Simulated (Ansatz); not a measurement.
**From Au to Ag**

System: Au (P6₃/mmc, 2 atoms in the cell).
Method of the first run: DFT PBE, scalar-relativistic, plane waves, PAW, no spin polarisation (Ansatz 0.2.0).
System of the second run: Ag (P6₃/mmc, 2 atoms in the cell).

On the first run: The structure was made by swapping elements on the sites of another compound; it need not be a known phase. On the second run: The structure was made by swapping elements on the sites of another compound; it need not be a known phase. It belongs to a series of runs on one base structure; here: Cu -> Ag on all its sites, cell and atoms relaxed. Text and figures count atoms from 1; the logs count them from 0 in places.

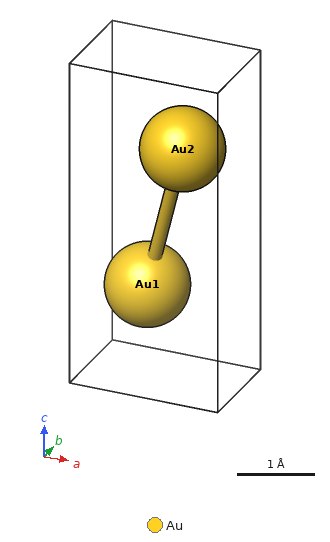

**Figure 1.** The structure (ball-and-stick view of the cell of the calculation, seen slightly off an axis; atoms are numbered from 1 in the order of the input). Near neighbours in the crystal (not all of them lie inside the picture): Au has 12 Au at 2.62 Å.

### Input file, the first run
```yaml
crystal:
  lattice:
    - [2.6202199713, 0.0, 0.0]
    - [-1.3101099857, 2.2691770587, 0.0]
    - [0.0, 0.0, 4.2787857656]
  atoms:
    - { symbol: Au, position: [0.3333333333, 0.6666666667, 0.25] }
    - { symbol: Au, position: [0.6666666667, 0.3333333333, 0.75] }
basis:
  ecutwfc: 420
kpoints:
  mp_grid: { grid: [6, 6, 4] }
hamiltonian:
  xc: pbe
scf:
  occupations: { method: gaussian, width: 0.1 }
output:
  forces: true
  stress: true
  eigenvalues: true
```

Command:
```bash
ansatz run input.yaml --threads 1 --pin off --max-ram 2560MiB --backend cpu --events-out ev --progress --plain --runs-dir out
```

Hardware: 1 thread of Intel Xeon (Sapphire Rapids), 192 GiB of memory available, shared host.

### Output, shortened to warnings, some set-up lines, iterations and results (the first run)
```
Basis set: ecut = 420 eV, 525 PW (Γ), exchange–correlation on 36×36×60 points (8 copies of the dense FFT grid, shifted against one another)
Symmetry: 24 space group operations
k-points: 21 of 144
Initial density: superposition of atomic densities (neutral atoms: chi_scale 0, normalization atom), corrected by the library's trained network
[...]
SCF iter   1: F=—  HF=-26295.606824 eV  |F-HF|=—  |Δ(HF+E_count)|=         —  Δρ=6.19e-3  dr2=7.80e-3  ethr=1.77e-3  ⟨swp⟩=4.3  Hψ=1819  notcnv=0
SCF iter   2: F=—  HF=-26295.605042 eV  |F-HF|=—  |Δ(HF+E_count)|=   1.78e-3  Δρ=1.94e-3  dr2=3.55e-4  ethr=2.05e-5  ⟨swp⟩=2.1  Hψ=858  notcnv=0
SCF iter   3: F=—  HF=-26295.605144 eV  |F-HF|=—  |Δ(HF+E_count)|=   1.02e-4  Δρ=7.13e-4  dr2=3.86e-5  ethr=9.33e-7  ⟨swp⟩=2.4  Hψ=677  notcnv=0
SCF iter   4: F=—  HF=-26295.605188 eV  |F-HF|=—  |Δ(HF+E_count)|=   4.32e-5  Δρ=5.34e-5  dr2=1.68e-7  ethr=1.02e-7  ⟨swp⟩=2.3  Hψ=784  notcnv=0
SCF iter   5: F=-26295.605188 eV  HF=-26295.605188 eV  |F-HF|=7.17e-10  |Δ(HF+E_count)|=   2.42e-7  Δρ=5.69e-6  dr2=2.75e-9  ethr=4.42e-10  ⟨swp⟩=2.1  Hψ=799  notcnv=0
SCF iter   6: F=-26295.605188 eV  HF=-26295.605188 eV  |F-HF|=3.64e-12  |Δ(HF+E_count)|=   1.27e-9  Δρ=3.39e-7  dr2=7.85e-12  ethr=7.23e-12  ⟨swp⟩=2.6  Hψ=1494  notcnv=0
SCF 1 converged in 6 iterations: F = -26295.605188 eV  dr2 = 7.85e-12
SCF converged after 6 iterations
Free energy (F): -26295.605188 eV
Harris-Foulkes:  -26295.605188 eV  (|F-HF|=3.64e-12)
Internal energy: -26295.595802 eV  (E = F + TS)
E sigma→0 (E₀):  -26295.600495 eV
Entropy (-TS):   -0.009386 eV (-4.693 meV/atom)
Fermi energy:    30.349334 eV
--- Per-component energies (eV) ---
  E_band       = -111.266500
  E_kinetic    = 1232.108574
  E_local      = -2525.296894  (includes V_loc(G=0)·N_el)
  E_nonlocal   = 148.872717
  E_hartree    = 1159.866458
  E_xc         = -464.667579
  E_vxc        = -562.381023  (∫ρ·V_xc dr)
  E_paw        = -19414.929140  (= ΣΔE_a)
  E_vpaw       = -724.305685  (= ΣTr[D̂ρ^β])
  E_aug_tail   = 0.002937  (compensation charges beyond the density's cutoff)
  E_ewald      = -6431.552873
  E_smearing   = -0.009386  (= −TS)
  E_closure    = 0.000000  (closes the sum)
  Σ components = -26295.605188   (vs F -26295.605188, Δ=0.00e0)
--- Forces (eV/Å), atoms counted from 1 ---
  atom   1  Au     0.00000000     0.00000000     0.00000000
  atom   2  Au    -0.00000000    -0.00000000     0.00000000
  max |Σ_I F_I| component: 1.85e-17 eV/Å
--- Stress (GPa, compression-positive) ---
      129.599797      -0.000000       0.000000
       -0.000000     129.599797       0.000000
        0.000000       0.000000     131.578373
  P = ⅓ Tr σ = 130.2593 GPa (1302.593 kbar)
```

For the second run the input was changed thus:
```diff
-    - [2.6202199713, 0.0, 0.0]
-    - [-1.3101099857, 2.2691770587, 0.0]
-    - [0.0, 0.0, 4.2787857656]
+    - [2.7367566925, 0.0, 0.0]
+    - [-1.3683783463, 2.3701008197, 0.0]
+    - [0.0, 0.0, 4.4690887437]
-    - { symbol: Au, position: [0.3333333333, 0.6666666667, 0.25] }
-    - { symbol: Au, position: [0.6666666667, 0.3333333333, 0.75] }
+    - { symbol: Ag, position: [0.3333333333, 0.6666666667, 0.25] }
+    - { symbol: Ag, position: [0.6666666667, 0.3333333333, 0.75] }
```

What does this change do to the results?

The total energies belong to different systems, so their difference says nothing on which is more stable or more accurate. The pressure goes from 130.26 to 35.32 GPa. The volume per atom goes from 12.72 to 14.49 Å³. The number of SCF iterations is the same. The plane waves at Γ go from 525 to 573.

### Output, shortened to warnings, some set-up lines, iterations and results (the second run)
```
Basis set: ecut = 420 eV, 573 PW (Γ), exchange–correlation on 40×40×60 points (8 copies of the dense FFT grid, shifted against one another)
Symmetry: 24 space group operations
k-points: 21 of 144
Initial density: superposition of atomic densities (neutral atoms: chi_scale 0, normalization atom), corrected by the library's trained network
[...]
SCF iter   1: F=—  HF=-15180.444583 eV  |F-HF|=—  |Δ(HF+E_count)|=         —  Δρ=2.07e-3  dr2=4.07e-4  ethr=1.77e-3  ⟨swp⟩=4.5  Hψ=1779  notcnv=0
SCF iter   2: F=—  HF=-15180.445270 eV  |F-HF|=—  |Δ(HF+E_count)|=   6.87e-4  Δρ=9.63e-4  dr2=6.47e-5  ethr=1.07e-6  ⟨swp⟩=2.2  Hψ=927  notcnv=0
SCF iter   3: F=—  HF=-15180.445428 eV  |F-HF|=—  |Δ(HF+E_count)|=   1.58e-4  Δρ=2.36e-4  dr2=8.68e-6  ethr=1.70e-7  ⟨swp⟩=2.0  Hψ=715  notcnv=0
SCF iter   4: F=—  HF=-15180.445431 eV  |F-HF|=—  |Δ(HF+E_count)|=   2.47e-6  Δρ=3.34e-5  dr2=1.05e-7  ethr=2.29e-8  ⟨swp⟩=2.0  Hψ=710  notcnv=0
SCF iter   5: F=-15180.445431 eV  HF=-15180.445431 eV  |F-HF|=6.84e-10  |Δ(HF+E_count)|=   1.34e-7  Δρ=3.24e-6  dr2=1.50e-9  ethr=2.75e-10  ⟨swp⟩=2.1  Hψ=732  notcnv=0
SCF iter   6: F=-15180.445431 eV  HF=-15180.445431 eV  |F-HF|=5.46e-12  |Δ(HF+E_count)|=  2.55e-11  Δρ=3.07e-7  dr2=7.02e-12  ethr=3.94e-12  ⟨swp⟩=1.8  Hψ=1379  notcnv=0
SCF 1 converged in 6 iterations: F = -15180.445431 eV  dr2 = 7.02e-12
SCF converged after 6 iterations
Free energy (F): -15180.445431 eV
Harris-Foulkes:  -15180.445431 eV  (|F-HF|=5.46e-12)
Internal energy: -15180.435634 eV  (E = F + TS)
E sigma→0 (E₀):  -15180.440532 eV
Entropy (-TS):   -0.009797 eV (-4.898 meV/atom)
Fermi energy:    21.352026 eV
--- Per-component energies (eV) ---
  E_band       = -334.377015
  E_kinetic    = 1061.486199
  E_local      = -3874.694812  (includes V_loc(G=0)·N_el)
  E_nonlocal   = 158.869384
  E_hartree    = 1808.162924
  E_xc         = -373.256669
  E_vxc        = -474.695033  (∫ρ·V_xc dr)
  E_paw        = -7803.319119  (= ΣΔE_a)
  E_vpaw       = -821.669085  (= ΣTr[D̂ρ^β])
  E_aug_tail   = 0.000601  (compensation charges beyond the density's cutoff)
  E_ewald      = -6157.684142
  E_smearing   = -0.009797  (= −TS)
  E_closure    = 0.000000  (closes the sum)
  Σ components = -15180.445431   (vs F -15180.445431, Δ=0.00e0)
--- Forces (eV/Å), atoms counted from 1 ---
  atom   1  Ag     0.00000000    -0.00000000     0.00000000
  atom   2  Ag    -0.00000000     0.00000000     0.00000000
  max |Σ_I F_I| component: 0.00e0 eV/Å
--- Stress (GPa, compression-positive) ---
       36.330167      -0.000000      -0.000000
       -0.000000      36.330167      -0.000000
       -0.000000      -0.000000      33.304660
  P = ⅓ Tr σ = 35.3217 GPa (353.217 kbar)
```

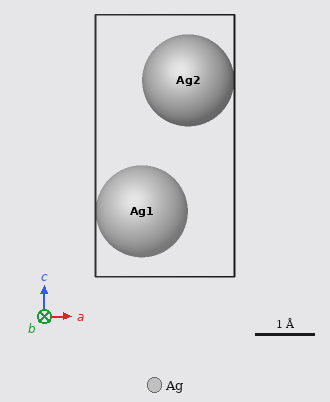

**Figure 2.** The input structure of the second run (spheres-only view of the cell of the calculation, along the b axis; atoms are numbered from 1 in the order of the input).

### The two runs side by side

| quantity | the first run | the second run |
| --- | --- | --- |
| outcome | converged | converged |
| free energy per atom (eV) | −13147.8026 | −7590.2227 |
| energy per atom, smearing taken to zero (eV) | −13147.8002 | −7590.2203 |
| gap on the mesh (eV) | 0.00 | 0.00 |
| pressure (GPa) | 130.26 | 35.32 |
| volume per atom (Å³) | 12.72 | 14.49 |
| largest force (eV/Å) | 0.000 | 0.000 |
| SCF iterations | 6 | 6 |
| irreducible k-points | 21 | 21 |
| plane waves at Γ | 525 | 573 |
| wall time (shared host) | 0.89 s | 1.5 s |

For the first run: Spin–orbit coupling is left out, which matters for Au. The cell is under a pressure of 130 GPa at this level, so it is not at its equilibrium volume. For the second run: The cell is under a pressure of 35 GPa at this level, so it is not at its equilibrium volume.
